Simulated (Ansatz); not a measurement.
**Geometry relaxation, with input and output: TaN (part 2 of 2)**

TaN (Fm-3m, 2 atoms in the cell); DFT PBEsol, scalar-relativistic, plane waves, PAW, no spin polarisation (Ansatz 0.2.0); cutoff 420 eV, 16×16×16 k-mesh, Gaussian smearing of 0.1 eV. The structure derives from an entry of the Crystallography Open Database.

Geometry of the input (Å; fractional positions):
```
0.0000  2.1790  2.1790
2.1790  0.0000  2.1790
2.1790  2.1790  0.0000
Ta 0.5000  0.5000  0.5000
N  0.0000  0.0000  0.0000
```

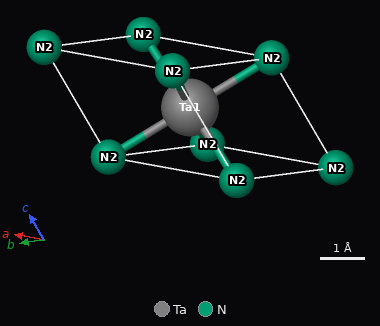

Figure 1. The geometry at step 3 of the log (ball-and-stick view of the cell of the calculation, seen at an oblique angle; atoms are numbered from 1 in the order of the input).

```
basis re-selected at this cell: Δ(F+E_penalty+E_count) = -8.783e-4 eV, ΔP = +0.067 GPa vs the last step (what re-selecting the basis moved, of the pressure what is left beyond the Pulay correction that the steps carried, after the strain that the cell walked since its last selection, with what the two solves' SCF thresholds leave and, on support functions, any second-order correction that the steps lacked; it is no measure of the basis error at this ecutwfc). This SCF's stress stands 3.37e-2 GPa from its target on what of the cell is left free (relax.cell.stress_tol is 5.00e-2 GPa) and its largest allowed force component is 3.16e-29 eV/Å (relax.f_tol is 5.00e-3 eV/Å): within both
SCF converged after 8 iterations
Free energy (F): -10187.058456 eV
Harris-Foulkes:  -10187.058456 eV  (|F-HF|=1.82e-12)
Internal energy: -10187.052835 eV  (E = F + TS)
E sigma→0 (E₀):  -10187.055645 eV
Entropy (-TS):   -0.005621 eV (-2.811 meV/atom)
Fermi energy:    21.876856 eV
--- Per-component energies (eV) ---
  E_band       = -40.866275
  E_kinetic    = 501.630251
  E_local      = -574.545222  (includes V_loc(G=0)·N_el)
  E_nonlocal   = 62.964267
  E_hartree    = 193.318407
  E_xc         = -278.427160
  E_vxc        = -282.382606  (∫ρ·V_xc dr)
  E_paw        = -8395.601560  (= ΣΔE_a)
  E_vpaw       = -135.170018  (= ΣTr[D̂ρ^β])
  E_aug_tail   = 0.000239  (compensation charges beyond the density's cutoff)
  E_ewald      = -1696.633802
  E_core_change = 0.241745  (= ΣΔE_core)
  E_smearing   = -0.005621  (= −TS)
  E_closure    = -0.000000  (closes the sum)
  Σ components = -10187.058456   (vs F -10187.058456, Δ=0.00e0)
--- Forces (eV/Å), atoms counted from 1 ---
  atom   1  Ta    -0.00000000     0.00000000    -0.00000000
  atom   2  N      0.00000000    -0.00000000     0.00000000
  max |Σ_I F_I| component: 4.63e-29 eV/Å
--- Stress (GPa, compression-positive) ---
        0.033686      -0.000000      -0.000000
       -0.000000       0.033686      -0.000000
       -0.000000      -0.000000       0.033686
  P = ⅓ Tr σ = 0.0337 GPa (0.337 kbar)
--- Band table (eV; the first three rows and the last of 145) ---
  k-point 0: bands = ["-47.4923", "-13.7372", "-13.7372", "-13.7372", "2.9752", "18.0467", "18.0467", "18.0467", "19.7245", "19.7245", "19.7245", "21.9325", "21.9325", "23.5397", "31.0245", "46.2821", "46.2821"]
  k-point 1: bands = ["-47.4900", "-13.7749", "-13.7405", "-13.7405", "3.0733", "17.5247", "17.6935", "17.6935", "19.8871", "19.8871", "19.9617", "22.3362", "22.3362", "23.8298", "31.3234", "44.7001", "45.5038"]
  k-point 2: bands = ["-47.4834", "-13.8811", "-13.7500", "-13.7500", "3.3568", "16.4729", "16.9674", "16.9674", "20.2634", "20.2634", "20.3096", "23.3142", "23.3142", "24.5711", "32.1537", "42.4245", "43.8226"]
  k-point 144: bands = ["-47.4106", "-14.2812", "-14.2812", "-14.0686", "4.9358", "14.3321", "15.0416", "15.0416", "21.6973", "21.6973", "25.5657", "26.1024", "26.5107", "31.9861", "33.9282", "33.9282", "37.2368"]
--- Relaxed structure (3 steps of the walk, 3 accepted, 1 SCFs on fresh bases) ---
  F+E_penalty+E_count = -10187.05845575 eV   max|allowed force component| = 3.155e-29 eV/Å   (the final SCF, on the basis selected at the relaxed cell)
  cell:  # Å, volume = 20.9450 Å³
    - [-1.7133188460611425e-33, 2.187844701399362, 2.187844701399362]
    - [2.187844701399362, -5.2227563337179825e-34, 2.187844701399362]
    - [2.187844701399362, 2.187844701399362, 3.120915370148549e-34]
  atoms:
    - { symbol: Ta, position: [0.5000000000000001, 0.5000000000000001, 0.5000000000000001] }
    - { symbol: N, position: [4.3157204253911235e-37, -8.056011460593398e-37, -4.603435120419083e-37] }
```

Trajectory as extended XYZ (Å, eV, eV/Å), 4 frames, from step=1 to step=4
```
2
Lattice="0.0000 2.1790 2.1790 2.1790 0.0000 2.1790 2.1790 2.1790 0.0000" Properties=species:S:1:pos:R:3:forces:R:3 step=1 energy=-10187.05493 pressure_GPa=4.49
Ta    2.1790    2.1790    2.1790    0.0000   0.0000   0.0000
N     0.0000    0.0000    0.0000    0.0000   0.0000   0.0000
2
Lattice="0.0000 2.1912 2.1912 2.1912 0.0000 2.1912 2.1912 2.1912 0.0000" Properties=species:S:1:pos:R:3:forces:R:3 step=2 energy=-10187.05676 pressure_GPa=-1.67
Ta    2.1912    2.1912    2.1912    0.0000   0.0000   0.0000
N     0.0000    0.0000    0.0000    0.0000   0.0000   0.0000
2
Lattice="0.0000 2.1878 2.1878 2.1878 0.0000 2.1878 2.1878 2.1878 0.0000" Properties=species:S:1:pos:R:3:forces:R:3 step=3 energy=-10187.05758 pressure_GPa=-0.03
Ta    2.1878    2.1878    2.1878    0.0000   0.0000   0.0000
N     0.0000    0.0000    0.0000    0.0000   0.0000   0.0000
2
Lattice="0.0000 2.1878 2.1878 2.1878 0.0000 2.1878 2.1878 2.1878 0.0000" Properties=species:S:1:pos:R:3:forces:R:3 step=4 energy=-10187.05846 pressure_GPa=0.03
Ta    2.1878    2.1878    2.1878    0.0000   0.0000   0.0000
N     0.0000    0.0000    0.0000    0.0000   0.0000   0.0000
```

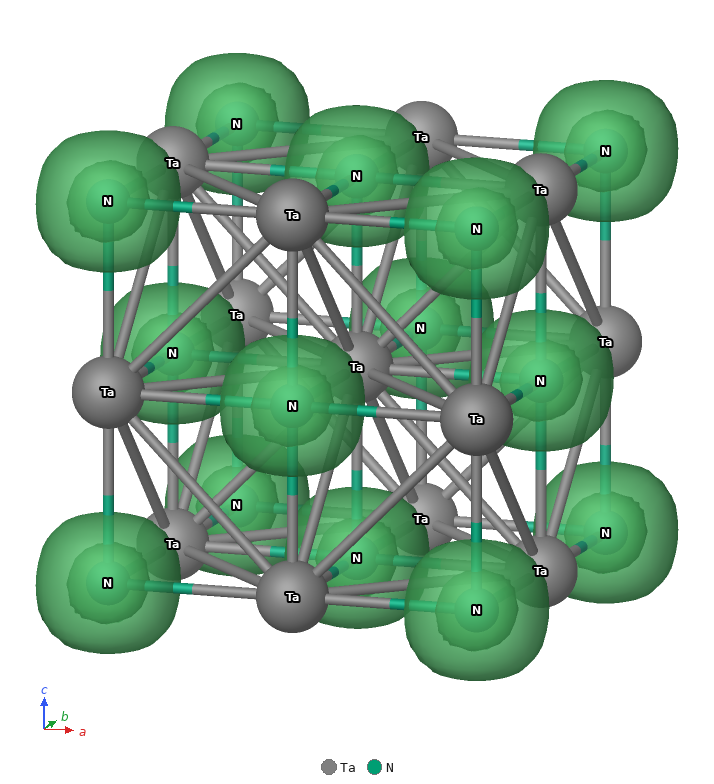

Figure 2. Isosurface of the electron localisation function at 0.7 (green), seen slightly off an axis. Core shells and regions of very low density are left out. Sticks mark near contacts. The outline is the cell set on symmetry axes. Values along the shortest contacts: Ta–N (2.19 Å): the ELF is about 0.15 at the midpoint; a polar contact without a shared pair, in a metal. Ta–Ta (3.09 Å): the ELF is about 0.20 at the midpoint (no shared electron pair). In a PAW calculation such maps are meaningful between the atoms, not at the nuclei.

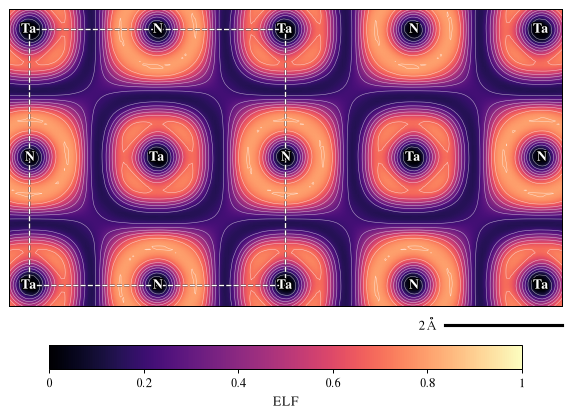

Figure 3. ELF on the (100) plane of the conventional cell. Ta–N (2.19 Å): the ELF is about 0.15 at the midpoint; no shared pair; the contact is polar. Ta–Ta (3.09 Å): the ELF is about 0.20 at the midpoint; no shared electron pair. The strong features right at Ta lie inside the PAW spheres (semicore, d or f shells) and say nothing about bonding.

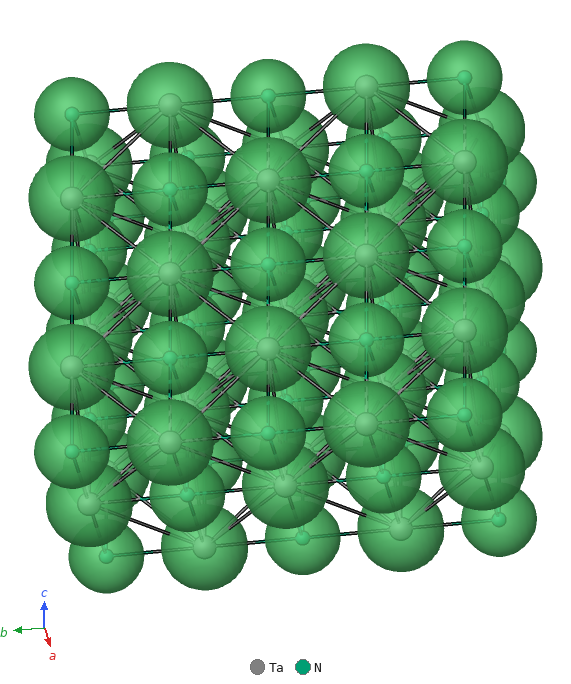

Figure 4. Isosurface of the valence charge density (pseudo) at 0.8 e/Å³ (green), seen at an oblique angle. Sticks mark near contacts. The outline is the cell set on symmetry axes. At this value the density breaks into separate islands; it holds about 70 % of the electrons treated as valence (semicore included). It is pinched off along the Ta–N (2.19 Å) and Ta–Ta (3.09 Å) contacts. On the grid the lowest density along these lines, outside the cores, is 0.55 e/Å³ (Ta–N, 2.19 Å) and 0.24 e/Å³ (Ta–Ta, 3.09 Å).

Key numbers

```tsv
quantity	value
outcome	converged
space group (tolerance 0.01 Å)	Fm-3m (225)
electrons treated	18
free energy	−10187.0585 eV
Fermi energy	21.877 eV
gap on the k-point mesh	none (metallic)
pressure	0.03 GPa
final volume	20.94 Å³
largest force (length of the vector) at the end	under 0.001 eV/Å
final cell	a = 3.094 Å, b = 3.094 Å, c = 3.094 Å, α = 60.00°, β = 60.00°, γ = 60.00°
hardware	1 thread of Intel Xeon (Sapphire Rapids), 192 GiB of memory available, shared host
wall time	12 s
peak memory	0.43 GiB
```

Notes

Spin–orbit coupling is left out, which matters for Ta.
